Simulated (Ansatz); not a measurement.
**Single-point calculation of GaSb (part 2 of 2)**

The same run, continued: GaSb (slab, 16 atoms in the cell); DFT PBE+D3(BJ), scalar-relativistic, plane waves, PAW, no spin polarisation (Ansatz 0.2.0); cutoff 420 eV, 3×3×1 k-mesh, Gaussian smearing of 0.1 eV. The structure derives from an entry of the Crystallography Open Database. It belongs to a series of runs on one base structure; here: the slab at its places in the relaxed adsorbed structure.

Geometry of the input (Å; fractional positions):
```
8.6681  0.0000  0.0000
-4.3340  7.5068  0.0000
0.0000  0.0000  23.5041
Sb 0.5000  0.0000  0.3404
Sb 0.5000  0.5000  0.3404
Sb 0.0000  0.0000  0.3404
Sb 0.0000  0.5000  0.3404
Ga 0.1667  0.8333  0.3780
Ga 0.1667  0.3333  0.3780
Ga 0.6667  0.8333  0.3780
Ga 0.6667  0.3333  0.3780
Sb 0.6612  0.8240  0.4973
Sb 0.6330  0.3122  0.4981
Sb 0.1757  0.8410  0.4932
Sb 0.1679  0.3054  0.4971
Ga 0.3182  0.6460  0.5190
Ga 0.3199  0.1454  0.5575
Ga 0.8366  0.6544  0.5217
Ga 0.8277  0.1667  0.5196
```

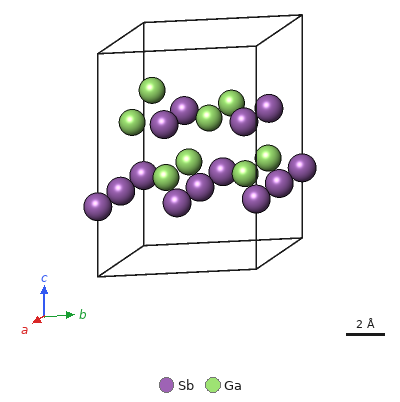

The structure (spheres-only view of the cell of the calculation, with the vacuum cut short, seen slightly off an axis).

### The program's output, continued
```
--- Per-component energies (eV) ---
  E_band       = -3945.379762
  E_kinetic    = 2571.098135
  E_local      = -172364.759233  (includes V_loc(G=0)·N_el)
  E_nonlocal   = 6285.305145
  E_hartree    = 84004.412352
  E_xc         = -1653.055976
  E_vxc        = -1222.659824  (∫ρ·V_xc dr)
  E_paw        = -52501.987347  (= ΣΔE_a)
  E_vpaw       = -7226.899566  (= ΣTr[D̂ρ^β])
  E_aug_tail   = -0.000921  (compensation charges beyond the density's cutoff)
  E_efield     = 0.010477  (sawtooth field / dipole correction)
  E_vefield    = 3.723508  (∫n·V_field dr)
  E_ewald      = 51521.386016
  E_disp       = -3.548944  (pairwise vdW)
  E_smearing   = -0.039916  (= −TS)
  E_closure    = 0.000000  (closes the sum)
  Σ components = -82141.180211   (vs F -82141.180211, Δ=0.00e0)
--- Forces (eV/Å), atoms counted from 1 ---
  atom   1  Sb     0.02693945    -0.02384051    -0.04394001
  atom   2  Sb    -0.00884598     0.00967713    -0.04179802
  atom   3  Sb    -0.02415805    -0.03321332    -0.06518695
  atom   4  Sb    -0.00181803    -0.03424629     0.05900900
  atom   5  Ga    -0.02334356     0.06446500    -0.24762687
  atom   6  Ga     0.04138768    -0.01113154     0.03651749
  atom   7  Ga     0.00975735    -0.00105903     0.07742673
  atom   8  Ga    -0.03427617    -0.01216788     0.09368479
  atom   9  Sb     0.12962685    -0.06352592     0.12330238
  atom  10  Sb     0.01581712     0.15138638    -0.00763923
  atom  11  Sb    -0.13271676     0.04037085     0.37758687
  atom  12  Sb     0.00763277    -0.00031136     0.02029539
  atom  13  Ga     0.00082707    -0.03778312    -0.04500170
  atom  14  Ga     0.01821697     0.00511515    -0.08442094
  atom  15  Ga    -0.03807758    -0.09345098    -0.18920451
  atom  16  Ga     0.01303169     0.03971329    -0.06300072
  max |Σ_I F_I| component: 3.70e-6 eV/Å
--- Band table (eV; the first three rows and the last of 5) ---
  k-point 0: bands = ["-29.7757", "-29.7637", "-29.7561", "-29.7484", "-29.7402", "-29.7351", "-29.7337", "-29.7271", "-29.7254", "-29.7224", "-29.7201", "-29.7112", "-29.6995", "-29.6990", "-29.6981", "-29.6976", "-29.6956", "-29.6888", "-29.6792", "-29.6770", "-29.0696", "-29.0679", "-29.0365", "-29.0351", "-29.0327", "-29.0303", "-29.0301", "-29.0268", "-29.0256", "-29.0215", "-29.0192", "-28.9903", "-28.9883", "-28.9868", "-28.9841", "-28.9819", "-28.9795", "-28.9781", "-28.9767", "-28.9698", "-16.1697", "-16.1554", "-16.1293", "-16.1245", "-16.1175", "-16.1161", "-16.1103", "-16.0874", "-16.0818", "-16.0622", "-16.0492", "-16.0435", "-16.0345", "-16.0112", "-15.9982", "-15.6349", "-15.6321", "-15.6084", "-15.5839", "-15.5831", "-15.4833", "-15.4553", "-15.4540", "-15.4516", "-15.4397", "-15.4335", "-15.4241", "-15.4188", "-15.4172", "-15.4135", "-15.3950", "-15.3949", "-15.3869", "-15.3865", "-15.3707", "-15.3687", "-15.3626", "-15.3569", "-15.3388", "-15.3374", "-11.7450", "-10.7115", "-10.3816", "-10.3132", "-10.2903", "-9.3828", "-9.3591", "-9.3573", "-7.3422", "-7.3053", "-7.1487", "-6.7096", "-6.6852", "-6.6423", "-5.5070", "-3.2938", "-3.1958", "-3.1715", "-3.1056", "-2.8845", "-2.8537", "-2.8102", "-2.0419", "-2.0154", "-2.0101", "-1.9630", "-1.8003", "-1.7805", "-1.6063", "-1.5669", "-0.7995", "-0.7518", "-0.7398", "-0.4418", "-0.0196", "0.0444", "0.2078", "0.3205", "0.3753", "0.7911", "0.8266", "0.9083", "1.0274", "1.2125", "1.9746", "2.0111", "2.1151", "2.6208", "2.6653", "2.9394", "3.1856", "3.2225", "3.5393", "3.8479", "3.8774"]
  k-point 1: bands = ["-29.7757", "-29.7636", "-29.7561", "-29.7483", "-29.7401", "-29.7350", "-29.7337", "-29.7271", "-29.7252", "-29.7225", "-29.7202", "-29.7112", "-29.6996", "-29.6990", "-29.6982", "-29.6976", "-29.6956", "-29.6890", "-29.6792", "-29.6770", "-29.0695", "-29.0678", "-29.0365", "-29.0350", "-29.0321", "-29.0308", "-29.0298", "-29.0267", "-29.0257", "-29.0216", "-29.0195", "-28.9903", "-28.9883", "-28.9868", "-28.9841", "-28.9818", "-28.9795", "-28.9782", "-28.9767", "-28.9698", "-16.1662", "-16.1587", "-16.1276", "-16.1235", "-16.1191", "-16.1157", "-16.1108", "-16.0877", "-16.0819", "-16.0602", "-16.0506", "-16.0436", "-16.0349", "-16.0112", "-15.9990", "-15.6349", "-15.6320", "-15.6084", "-15.5840", "-15.5831", "-15.4823", "-15.4570", "-15.4529", "-15.4478", "-15.4399", "-15.4321", "-15.4269", "-15.4196", "-15.4164", "-15.4134", "-15.3967", "-15.3948", "-15.3867", "-15.3858", "-15.3705", "-15.3685", "-15.3615", "-15.3582", "-15.3397", "-15.3388", "-11.5048", "-10.8490", "-10.4728", "-10.3853", "-10.3457", "-9.8319", "-9.3806", "-9.3696", "-7.1508", "-7.0974", "-6.5595", "-6.4500", "-6.4090", "-5.6562", "-5.5666", "-3.9401", "-3.8479", "-3.6554", "-3.4449", "-3.1934", "-3.1017", "-2.9751", "-2.9071", "-2.8216", "-2.6901", "-2.0432", "-1.9123", "-1.7749", "-1.5358", "-1.3396", "-1.2336", "-1.1505", "-0.8506", "-0.0778", "-0.0198", "0.4671", "0.6388", "0.8635", "1.3449", "1.3566", "1.6376", "1.7586", "1.7916", "2.1888", "2.3971", "2.8065", "2.8972", "2.9100", "3.1572", "3.2806", "3.3684", "3.4429", "3.5984", "3.6474", "3.8894"]
  k-point 2: bands = ["-29.7757", "-29.7636", "-29.7561", "-29.7483", "-29.7401", "-29.7350", "-29.7337", "-29.7271", "-29.7254", "-29.7224", "-29.7201", "-29.7111", "-29.6997", "-29.6990", "-29.6982", "-29.6977", "-29.6956", "-29.6889", "-29.6792", "-29.6770", "-29.0695", "-29.0678", "-29.0365", "-29.0351", "-29.0321", "-29.0307", "-29.0301", "-29.0268", "-29.0253", "-29.0216", "-29.0196", "-28.9903", "-28.9883", "-28.9868", "-28.9841", "-28.9819", "-28.9795", "-28.9781", "-28.9767", "-28.9699", "-16.1661", "-16.1588", "-16.1280", "-16.1233", "-16.1188", "-16.1161", "-16.1108", "-16.0875", "-16.0819", "-16.0598", "-16.0507", "-16.0442", "-16.0346", "-16.0112", "-15.9990", "-15.6348", "-15.6321", "-15.6084", "-15.5840", "-15.5832", "-15.4825", "-15.4553", "-15.4529", "-15.4499", "-15.4405", "-15.4315", "-15.4245", "-15.4191", "-15.4172", "-15.4151", "-15.3975", "-15.3940", "-15.3871", "-15.3854", "-15.3691", "-15.3679", "-15.3629", "-15.3589", "-15.3398", "-15.3383", "-11.5039", "-10.8540", "-10.4717", "-10.4015", "-10.3234", "-9.8289", "-9.3881", "-9.3698", "-7.1739", "-7.0895", "-6.5533", "-6.4400", "-6.3915", "-5.6740", "-5.5524", "-3.9403", "-3.8605", "-3.6741", "-3.4536", "-3.2128", "-3.0958", "-2.9274", "-2.9215", "-2.7855", "-2.6857", "-2.0558", "-1.9381", "-1.7742", "-1.5388", "-1.3490", "-1.2646", "-1.1485", "-0.8517", "-0.0957", "-0.0236", "0.4777", "0.6655", "0.8632", "1.3606", "1.4756", "1.6231", "1.7650", "1.8263", "2.1557", "2.3922", "2.7585", "2.8745", "2.8902", "3.1668", "3.3259", "3.3737", "3.4421", "3.5975", "3.6745", "3.8673"]
  k-point 4: bands = ["-29.7757", "-29.7636", "-29.7561", "-29.7483", "-29.7401", "-29.7351", "-29.7336", "-29.7270", "-29.7253", "-29.7226", "-29.7202", "-29.7112", "-29.6995", "-29.6990", "-29.6982", "-29.6976", "-29.6956", "-29.6890", "-29.6792", "-29.6770", "-29.0695", "-29.0678", "-29.0365", "-29.0351", "-29.0323", "-29.0302", "-29.0296", "-29.0271", "-29.0259", "-29.0217", "-29.0194", "-28.9903", "-28.9882", "-28.9868", "-28.9842", "-28.9818", "-28.9795", "-28.9782", "-28.9767", "-28.9698", "-16.1687", "-16.1551", "-16.1305", "-16.1238", "-16.1174", "-16.1156", "-16.1102", "-16.0881", "-16.0819", "-16.0610", "-16.0499", "-16.0443", "-16.0330", "-16.0122", "-15.9992", "-15.6348", "-15.6321", "-15.6084", "-15.5840", "-15.5831", "-15.4825", "-15.4559", "-15.4522", "-15.4498", "-15.4404", "-15.4317", "-15.4247", "-15.4190", "-15.4171", "-15.4151", "-15.3974", "-15.3941", "-15.3869", "-15.3855", "-15.3692", "-15.3681", "-15.3628", "-15.3589", "-15.3397", "-15.3384", "-11.5038", "-10.8581", "-10.4703", "-10.3839", "-10.3375", "-9.8290", "-9.3901", "-9.3675", "-7.1950", "-7.0661", "-6.5612", "-6.4414", "-6.3880", "-5.6799", "-5.5478", "-3.9620", "-3.8570", "-3.6585", "-3.4412", "-3.2056", "-3.0958", "-2.9364", "-2.9184", "-2.7920", "-2.6916", "-2.0446", "-1.9343", "-1.7703", "-1.5334", "-1.3558", "-1.2561", "-1.1487", "-0.8542", "-0.1015", "-0.0116", "0.4596", "0.6460", "0.8711", "1.3321", "1.4792", "1.6411", "1.7594", "1.8137", "2.1569", "2.3836", "2.7820", "2.8720", "2.9005", "3.1735", "3.3145", "3.3639", "3.4289", "3.5952", "3.6701", "3.8689"]
```

### Key numbers

- outcome: converged
- electrons treated: 224
- free energy: −82141.1802 eV
- work function, top face: 3.92 eV
- work function, bottom face: 5.09 eV
- Fermi energy: −0.890 eV
- gap on the k-point mesh: none (metallic)
- work function (upper face): 3.92 eV
- largest force (length of the vector): 0.402 eV/Å
- hardware: 4 threads of Intel Xeon (Granite Rapids), 176 GiB of memory available, shared host
- wall time: 27 s (CPU time 97 s)
- peak memory: 3.7 GiB
